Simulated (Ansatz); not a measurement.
Geometry relaxation, with input and output: Si₁₆C₁₅ (part 2 of 2)

The same run, continued: Si₁₆C₁₅ (defect cell, 31 atoms in the cell); DFT LDA, scalar-relativistic, plane waves, PAW, no spin polarisation (Ansatz 0.2.0); cutoff 420 eV, 2×2×2 k-mesh, Gaussian smearing of 0.01 eV. The structure derives from a Materials Project entry. It belongs to a series of runs on one base structure; here: C vacancy (site b), charge +0, atoms relaxed at the host's cell.

**Output, continued**
```
  k-point 1: bands = ["-5.9200", "-5.7313", "-3.6076", "-3.5082", "-2.5578", "-2.5565", "-2.5235", "-2.5225", "-2.4761", "-2.0846", "-1.5234", "-1.5232", "-1.4883", "-1.4874", "-1.4140", "0.8510", "1.1525", "1.1527", "1.1690", "1.3800", "1.3806", "1.3862", "1.8717", "1.8719", "1.9274", "2.0974", "2.2870", "2.2874", "2.4837", "4.8506", "5.4304", "5.4318", "5.4766", "5.5413", "5.5418", "5.8703", "6.2029", "6.2467", "6.2672", "6.2675", "6.6190", "6.6195", "6.7485", "6.7491", "6.8111", "6.8120", "7.2631", "7.4464", "7.7067", "7.7138", "7.7520", "7.7522", "7.9388", "7.9404", "8.2628", "8.2674", "8.2678", "8.7084", "8.7089", "9.1076", "9.1080", "10.4520", "11.8607", "11.8619", "11.9542", "11.9545", "12.1886", "12.4374", "12.9294", "12.9322", "13.5328", "13.6207", "13.6214", "13.9803", "13.9942", "13.9955", "14.7301", "14.9848", "15.5210", "15.5231", "15.5505", "15.5508", "15.7466", "15.8662", "16.2305", "16.3845", "16.3852", "16.4882", "16.4892", "16.6374", "16.6383", "16.6960", "16.7293"]
  k-point 2: bands = ["-5.1471", "-4.9944", "-4.0131", "-3.9818", "-3.9266", "-3.6490", "-3.1490", "-2.8985", "-2.2357", "-2.1668", "-2.1139", "-1.8977", "-1.6807", "-1.1180", "-0.8366", "1.3127", "1.5301", "1.7303", "2.0989", "2.2398", "2.2714", "2.3147", "2.5305", "2.8714", "3.5973", "3.6178", "4.0064", "4.0265", "4.0384", "4.1698", "4.2281", "4.3850", "4.5171", "4.5849", "4.6231", "4.6339", "4.8984", "5.4827", "5.5853", "5.7751", "6.0429", "6.1582", "6.1675", "6.3406", "6.4272", "6.6487", "6.6913", "6.8131", "6.9922", "7.0016", "7.1147", "7.2013", "7.3711", "7.5922", "7.6042", "7.6517", "7.9160", "8.1658", "8.3705", "8.4817", "8.7357", "9.9933", "11.1737", "12.3499", "12.9546", "13.0828", "13.0871", "13.2615", "13.6347", "13.7659", "13.8083", "14.1734", "14.3052", "14.4245", "14.4408", "14.7776", "15.4756", "15.7312", "15.7530", "15.9884", "16.1515", "16.2467", "16.3714", "16.4300", "17.0281", "17.0571", "17.0982", "17.1230", "17.1484", "17.1732", "17.4251", "17.4934", "17.5212"]
  k-point 7: bands = ["-4.8587", "-4.8459", "-4.8299", "-4.5083", "-2.9094", "-2.8732", "-2.8723", "-2.8284", "-2.6624", "-2.6322", "-2.6115", "-1.9474", "-1.2941", "-1.2514", "-1.1937", "1.1885", "1.9100", "1.9649", "2.0677", "2.0856", "2.7486", "2.7744", "2.7924", "2.8703", "2.8801", "3.1659", "3.3794", "4.0271", "4.4720", "4.4793", "4.5223", "4.5491", "4.6056", "4.6376", "4.7264", "5.0049", "5.0605", "5.2470", "5.4229", "5.4695", "5.7341", "5.7549", "5.7603", "5.7747", "6.0024", "6.0515", "7.0009", "7.0142", "7.0438", "7.0695", "7.4727", "7.5544", "7.5863", "7.6664", "7.7830", "7.9789", "8.0295", "8.3302", "8.3736", "8.3995", "8.4299", "10.2278", "11.4919", "12.1735", "13.1664", "13.2329", "13.2420", "13.3176", "13.3269", "13.3822", "13.5262", "13.6188", "14.8579", "14.9442", "14.9824", "15.1379", "15.1845", "15.2506", "15.4015", "15.5691", "16.1020", "16.1520", "16.2641", "16.2980", "16.3594", "16.3679", "16.4648", "17.1307", "17.6629", "17.7040", "17.7078", "17.7225", "17.7403"]
--- Relaxed structure (4 steps of the walk, 4 accepted, 0 SCFs on fresh bases) ---
  F+E_penalty+E_count = -13387.76729449 eV   max|allowed force component| = 1.837e-2 eV/Å
  atoms:
    - { symbol: Si, position: [0.333458234555966, 0.16762298237557616, 0.06521677813716253] }
    - { symbol: Si, position: [0.8339819513782825, 0.16844860626736688, 0.06181021637168413] }
    - { symbol: Si, position: [0.33275747038922315, 0.6672541436410429, 0.06185039548257295] }
    - { symbol: Si, position: [0.8339878593748784, 0.6671742393640383, 0.0618241925582213] }
    - { symbol: Si, position: [0.1672180892795105, 0.33405468293183704, 0.5622824855590518] }
    - { symbol: Si, position: [0.6665818370214558, 0.33403514638336135, 0.5622707841773099] }
    - { symbol: Si, position: [0.16725604660423826, 0.8346385222572454, 0.5622513956384254] }
    - { symbol: Si, position: [0.667076799485311, 0.8342843954338737, 0.5612252408259193] }
    - { symbol: Si, position: [-0.002892614704774935, -0.0007218911254551458, 0.31133419012028896] }
    - { symbol: Si, position: [0.5021974698042839, -0.0007308668929810191, 0.31151347153156844] }
    - { symbol: Si, position: [0.00038070830169881274, 0.5009123760540372, 0.31267579833901615] }
    - { symbol: Si, position: [0.5022688384866726, 0.5047901564912725, 0.3114765503913556] }
    - { symbol: Si, position: [0.49969857340083035, 0.499784752828268, 0.8128559144695865] }
    - { symbol: Si, position: [1.0002542291050174, 0.5009126057277058, 0.811483808856547] }
    - { symbol: Si, position: [0.4996629454363951, 1.0015205484613565, 0.8128181910516167] }
    - { symbol: Si, position: [1.0013670438077185, 1.0014381511014443, 0.8128367351442641] }
    - { symbol: C, position: [0.8353354438134655, 0.17083760677813717, 0.24892429533167193] }
    - { symbol: C, position: [0.3303866788946456, 0.6661087383197805, 0.24894180405021007] }
    - { symbol: C, position: [0.8354120392706298, 0.6659640418387771, 0.24892713009203568] }
    - { symbol: C, position: [0.16704134809353988, 0.3340982922485903, 0.750537862282626] }
    - { symbol: C, position: [0.6666766851729581, 0.33413796125841383, 0.75052712412824] }
    - { symbol: C, position: [0.16704298178002194, 0.8344763980024644, 0.750504186100055] }
    - { symbol: C, position: [0.6669379542592538, 0.8342976154372879, 0.751149223422681] }
    - { symbol: C, position: [0.49992214325127016, 0.5000703844584605, 0.49958160325197687] }
    - { symbol: C, position: [1.0003413634084755, 0.5008955735887263, 0.4999374029716276] }
    - { symbol: C, position: [0.49997401217958676, 1.0013102321957754, 0.4995802818270443] }
    - { symbol: C, position: [1.0013179109027421, 1.0013680559773215, 0.49949806913653966] }
    - { symbol: C, position: [0.0007744460111094311, 0.0012047689768176957, 1.0014657415462584] }
    - { symbol: C, position: [0.4998869902894171, 0.0013206769490533565, 1.0014854202302688] }
    - { symbol: C, position: [0.00025292954660569635, 0.5009555694358616, 0.9986384760355139] }
    - { symbol: C, position: [0.4999078288995675, 0.5003509005345405, 1.001538035638658] }
```

**Trajectory as extended XYZ (Å, eV, eV/Å), 4 frames, from step=1 to step=4**
```
31
Lattice="3.0584 -5.2973 0.0000 -6.1168 0.0000 0.0000 0.0000 0.0000 -10.0121" Properties=species:S:1:pos:R:3:forces:R:3 step=1 energy=-13387.39462
Si   -0.0639   -1.8190   -0.6509    1.5756   1.2486  -0.2438
Si    1.5292   -4.4145   -0.6223    0.1320   0.0392   0.1460
Si   -3.0584   -1.7658   -0.6223   -0.2908   0.0234   0.3260
Si   -1.5292   -4.4145   -0.6223   -0.1789  -0.2689  -0.0415
Si   -1.5292   -0.8829   -5.6284    0.1349   0.0391  -0.0211
Si    0.0000   -3.5316   -5.6284   -0.0289   0.0369   0.1970
Si   -4.5876   -0.8829   -5.6284   -0.1458   0.0650   0.0323
Si   -3.0584   -3.5316   -5.6284   -0.0045  -0.1490   0.1001
Si   -0.0322    0.0189   -3.0995    0.8186  -0.4369  -0.4936
Si    1.6342   -2.6658   -3.1539   -1.4868  -0.5662   0.1142
Si   -3.0584    0.0000   -3.1248   -0.1516   0.5101  -0.1510
Si   -1.6884   -2.6492   -3.1440    2.4950  -1.5307  -0.4261
Si   -1.5292   -2.6487   -8.1309    0.0534   0.1035   0.1941
Si    0.0000   -5.2973   -8.1309   -0.0064  -0.0776   0.1147
Si   -4.5876   -2.6487   -8.1309   -0.0976   0.1302  -0.0045
Si   -3.0584   -5.2973   -8.1309   -0.0001  -0.1807  -0.0557
C     1.5292   -4.4145   -2.5050   -0.7008   0.1026   0.4361
C    -3.0584   -1.7658   -2.5050   -0.7508   1.6850   1.0966
C    -1.5292   -4.4145   -2.5050    0.0153   0.0814   0.2634
C    -1.5292   -0.8829   -7.5110   -0.0388  -0.0107  -0.0597
C     0.0000   -3.5316   -7.5110   -0.0189   0.0050  -0.0269
C    -4.5876   -0.8829   -7.5110    0.0273   0.0011  -0.0087
C    -3.0584   -3.5316   -7.5110    0.0227   0.0164  -0.1482
C    -1.5292   -2.6487   -5.0016   -0.1128   0.1750  -0.1434
C     0.0000   -5.2973   -5.0016    0.0172  -0.0613   0.0902
C    -4.5876   -2.6487   -5.0016    0.0673   0.0755  -0.3567
C    -3.0584   -5.2973   -5.0016   -0.0849  -0.1285   0.0826
C     0.0000    0.0000  -10.0077   -0.1534  -0.4630  -0.4263
C     1.5292   -2.6487  -10.0077   -0.3232   0.0114  -0.4810
C    -3.0584    0.0000  -10.0077    0.0180  -0.0203  -0.1234
C    -1.5292   -2.6487  -10.0077   -0.8025  -0.4556   0.0181
31
Lattice="3.0584 -5.2973 0.0000 -6.1168 0.0000 0.0000 0.0000 0.0000 -10.0121" Properties=species:S:1:pos:R:3:forces:R:3 step=2 energy=-13387.65584
Si   -0.0335   -1.7845   -0.6790    0.8048   0.5941  -0.0193
Si    1.5256   -4.4146   -0.6152    0.0233   0.0215  -0.0116
Si   -3.0635   -1.7614   -0.6138   -0.0124  -0.0237  -0.0055
Si   -1.5319   -4.4165   -0.6146   -0.0157  -0.0020  -0.0367
Si   -1.5311   -0.8855   -5.6312    0.0308  -0.0157   0.0381
Si   -0.0031   -3.5308   -5.6226   -0.0028   0.0320   0.0379
Si   -4.5931   -0.8856   -5.6277   -0.0299  -0.0153   0.0323
Si   -3.0609   -3.5367   -5.6292   -0.0055   0.0104   0.1165
Si   -0.0158    0.0098   -3.1068    0.4092  -0.1810  -0.2478
Si    1.5987   -2.6700   -3.1325   -0.7171  -0.2378   0.0690
Si   -3.0608    0.0059   -3.1272   -0.0133   0.0407  -0.0232
Si   -1.6317   -2.6621   -3.1278    1.2931  -0.7308  -0.2303
Si   -1.5298   -2.6458   -8.1411    0.0946   0.0444   0.1181
Si   -0.0050   -5.2971   -8.1238    0.0069   0.0046   0.0409
Si   -4.5953   -2.6456   -8.1414   -0.0885   0.0403   0.1043
Si   -3.0624   -5.3019   -8.1384   -0.0011  -0.0837   0.0570
C     1.5258   -4.4268   -2.4936   -0.3957   0.1007   0.1805
C    -3.0531   -1.7606   -2.4984   -0.5031   0.9557   0.6050
C    -1.5229   -4.4229   -2.4892   -0.0258   0.0274  -0.0062
C    -1.5329   -0.8840   -7.5145   -0.0178   0.0080  -0.0057
C    -0.0044   -3.5286   -7.5090    0.0031  -0.0164  -0.0485
C    -4.5930   -0.8842   -7.5111    0.0196   0.0051  -0.0345
C    -3.0622   -3.5310   -7.5208    0.0056  -0.0004  -0.1150
C    -1.5323   -2.6486   -4.9966   -0.0439   0.0372  -0.1406
C    -0.0028   -5.3004   -5.0021   -0.0097   0.0302   0.0326
C    -4.5890   -2.6503   -4.9947   -0.0001   0.0212  -0.2746
C    -3.0627   -5.3032   -5.0040   -0.0116  -0.0577   0.1169
C    -0.0042    0.0014  -10.0159   -0.0337  -0.2796  -0.2441
C     1.5214   -2.6454  -10.0227   -0.1469   0.0377  -0.2171
C    -3.0612    0.0017  -10.0011   -0.0237  -0.0152   0.0026
C    -1.5178   -2.6382  -10.0270   -0.5926  -0.3519   0.1091
31
Lattice="3.0584 -5.2973 0.0000 -6.1168 0.0000 0.0000 0.0000 0.0000 -10.0121" Properties=species:S:1:pos:R:3:forces:R:3 step=3 energy=-13387.76490
Si   -0.0041   -1.7601   -0.6679   -0.0204  -0.0655   0.0838
Si    1.5197   -4.4171   -0.6173   -0.0405   0.0052  -0.0130
Si   -3.0621   -1.7641   -0.6186   -0.0076   0.0277  -0.0047
Si   -1.5306   -4.4161   -0.6156    0.0363   0.0049  -0.0105
Si   -1.5328   -0.8865   -5.6278   -0.0296  -0.0105   0.0083
Si   -0.0060   -3.5308   -5.6289    0.0045  -0.0097  -0.0017
Si   -4.5960   -0.8868   -5.6293    0.0348  -0.0108   0.0152
Si   -3.0636   -3.5359   -5.6197    0.0063   0.0209  -0.0231
Si   -0.0034    0.0215   -3.1171   -0.0080  -0.0323   0.0138
Si    1.5497   -2.6649   -3.1210   -0.0439   0.0259   0.0120
Si   -3.0621   -0.0037   -3.1309   -0.0180   0.0190   0.0291
Si   -1.5525   -2.6648   -3.1173    0.0365   0.0471  -0.0177
Si   -1.5302   -2.6458   -8.1375    0.0310  -0.0216  -0.0256
Si   -0.0055   -5.3002   -8.1215   -0.0047   0.0383  -0.0569
Si   -4.5985   -2.6458   -8.1404   -0.0156  -0.0262   0.0041
Si   -3.0645   -5.3059   -8.1400    0.0029   0.0201   0.0504
C     1.5075   -4.4258   -2.4904    0.0569  -0.0047  -0.0213
C    -3.0593   -1.7509   -2.4920   -0.0368  -0.0004   0.0056
C    -1.5158   -4.4244   -2.4890   -0.0281  -0.0543  -0.0176
C    -1.5343   -0.8849   -7.5123    0.0215  -0.0028   0.0014
C    -0.0058   -3.5316   -7.5152    0.0039   0.0048   0.0308
C    -4.5943   -0.8850   -7.5138   -0.0196  -0.0041  -0.0001
C    -3.0641   -3.5334   -7.5220   -0.0077  -0.0032  -0.0068
C    -1.5320   -2.6488   -4.9989    0.0208  -0.0200  -0.0474
C    -0.0061   -5.2993   -5.0035   -0.0028  -0.0017  -0.0371
C    -4.5952   -2.6501   -5.0023   -0.0127   0.0042  -0.0090
C    -3.0643   -5.3065   -5.0010    0.0152   0.0337   0.0224
C    -0.0062   -0.0007  -10.0259    0.0186  -0.0391  -0.0281
C     1.5203   -2.6468  -10.0311   -0.0215   0.0292   0.0239
C    -3.0642   -0.0027   -9.9973    0.0095   0.0140   0.0250
C    -1.5288   -2.6456  -10.0275    0.0164   0.0091  -0.0073
31
Lattice="3.0584 -5.2973 0.0000 -6.1168 0.0000 0.0000 0.0000 0.0000 -10.0121" Properties=species:S:1:pos:R:3:forces:R:3 step=4 energy=-13387.76729
Si   -0.0055   -1.7664   -0.6530    0.0032  -0.0019   0.0184
Si    1.5203   -4.4179   -0.6189   -0.0020   0.0032  -0.0159
Si   -3.0638   -1.7627   -0.6193   -0.0029   0.0011  -0.0104
Si   -1.5303   -4.4179   -0.6190    0.0020  -0.0007  -0.0153
Si   -1.5319   -0.8858   -5.6297    0.0001   0.0035   0.0118
Si   -0.0046   -3.5311   -5.6295   -0.0003  -0.0068   0.0087
Si   -4.5938   -0.8860   -5.6293    0.0006   0.0059   0.0086
Si   -3.0630   -3.5337   -5.6191    0.0034  -0.0041  -0.0045
Si   -0.0044    0.0153   -3.1171   -0.0014  -0.0020  -0.0137
Si    1.5404   -2.6603   -3.1189   -0.0031   0.0046  -0.0005
Si   -3.0628   -0.0020   -3.1306    0.0011   0.0046  -0.0032
Si   -1.5516   -2.6607   -3.1185    0.0114   0.0054  -0.0076
Si   -1.5288   -2.6471   -8.1384   -0.0015   0.0032   0.0162
Si   -0.0048   -5.2987   -8.1247    0.0014  -0.0020   0.0067
Si   -4.5980   -2.6469   -8.1381    0.0006   0.0003   0.0117
Si   -3.0630   -5.3046   -8.1382   -0.0033  -0.0048   0.0180
C     1.5098   -4.4251   -2.4923   -0.0102  -0.0076   0.0040
C    -3.0640   -1.7502   -2.4924    0.0066   0.0006   0.0007
C    -1.5186   -4.4255   -2.4923   -0.0005   0.0021   0.0040
C    -1.5327   -0.8849   -7.5145   -0.0029  -0.0006  -0.0044
C    -0.0049   -3.5316   -7.5144   -0.0016  -0.0037  -0.0043
C    -4.5935   -0.8849   -7.5142    0.0017   0.0015  -0.0058
C    -3.0635   -3.5330   -7.5206    0.0047   0.0016  -0.0152
C    -1.5299   -2.6483   -5.0019   -0.0062  -0.0036  -0.0027
C    -0.0044   -5.2992   -5.0054   -0.0001   0.0010   0.0047
C    -4.5957   -2.6485   -5.0019   -0.0038  -0.0010  -0.0083
C    -3.0628   -5.3043   -5.0010   -0.0028   0.0045  -0.0073
C    -0.0050   -0.0041  -10.0268    0.0002  -0.0058  -0.0021
C     1.5208   -2.6481  -10.0270   -0.0003   0.0010  -0.0054
C    -3.0635   -0.0013   -9.9985    0.0009  -0.0009   0.0099
C    -1.5316   -2.6482  -10.0275    0.0050   0.0014   0.0031
```

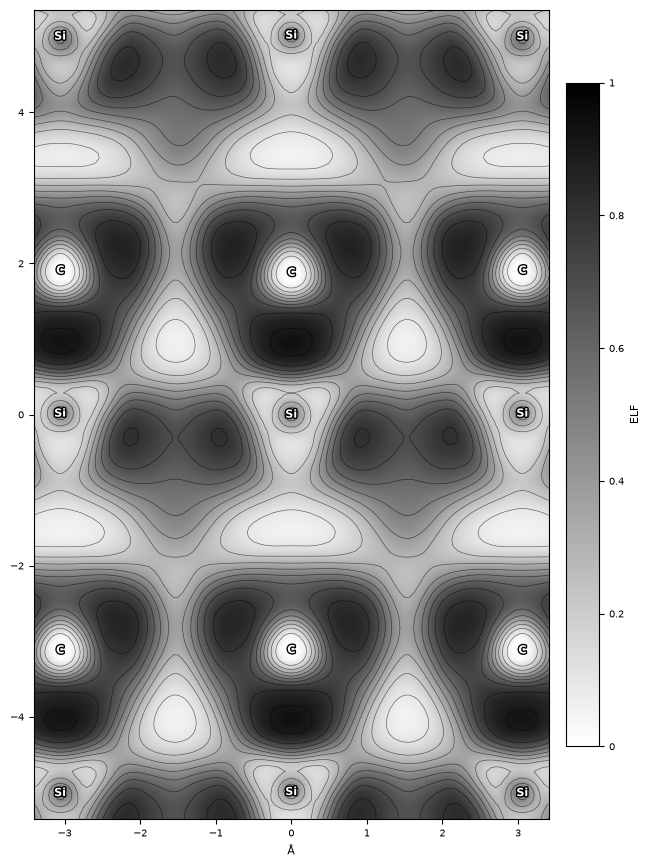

*ELF on the (100) plane of the calculation cell.*

Atoms in the plane: Si and C. Si–C (1.88 Å): the ELF peaks at about 0.90 between the atoms (a shared electron pair). In a PAW calculation such maps are meaningful between the atoms, not at the nuclei.

**Results in brief**

- outcome: converged
- electrons treated: 124
- free energy: −13387.7673 eV
- Fermi energy: 11.050 eV
- gap on the k-point mesh: 0.25 eV
- final volume: 324.42 Å³
- largest force (length of the vector) at the end: 0.019 eV/Å
- wall time: 32 s (CPU time 2.1 min)
- peak memory: 1 GiB

**Remarks**

The k-point mesh is coarse for a cell of this size, so the results may not be converged.
